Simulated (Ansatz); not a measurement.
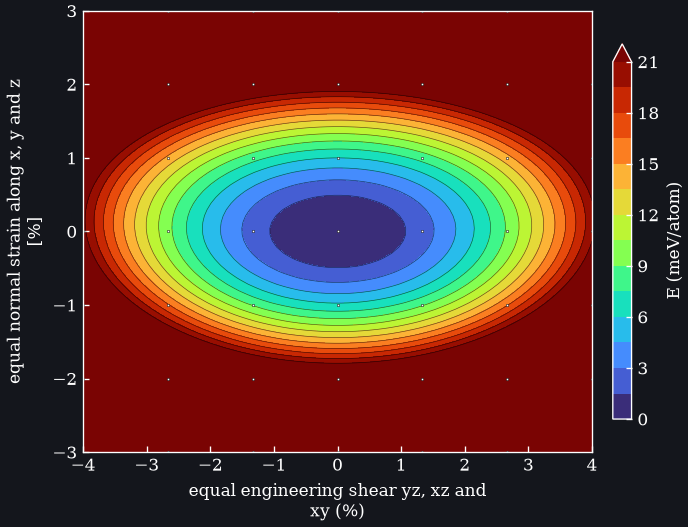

SrTiO₃ (I4/mcm, No. 140; 10 atoms in the cell). The energy is mapped over two homogeneous strains (x along [1 0 0], y along [0 1 0], z along [0 0 1] of the conventional cell). First axis: equal engineering shear yz, xz and xy. Second axis: equal normal strain along x, y and z. Nothing is relaxed (fractional coordinates fixed). The scan uses a 7 × 7 grid. Points are written as (first, second). All energies are given in meV/atom relative to the lowest grid point. These are results of Ansatz, DFT PBEsol, scalar-relativistic, plane waves, PAW, not measurements. Settings: cutoff 520 eV, k-mesh 8×8×8, gaussian smearing 0.05 eV, no spin polarisation.

The picture shows filled contours, dots at the grid points, one colour for all values above the top of the scale. Between grid points the surface is interpolated.

Where is the minimum, and how stiff is the crystal against these two strains (in GPa)?

Answer. The interpolated minimum is at 0.0 % and 0.0 %. Divided by the cell volume of 117.6 Å³, the second derivatives of the energy there are about 360 GPa along the first strain and 1700 GPa along the second, with a cross term of about 0 GPa (clamped ions). Round the minimum the two coordinates are nearly uncoupled.

PAW datasets: the set soft_1.
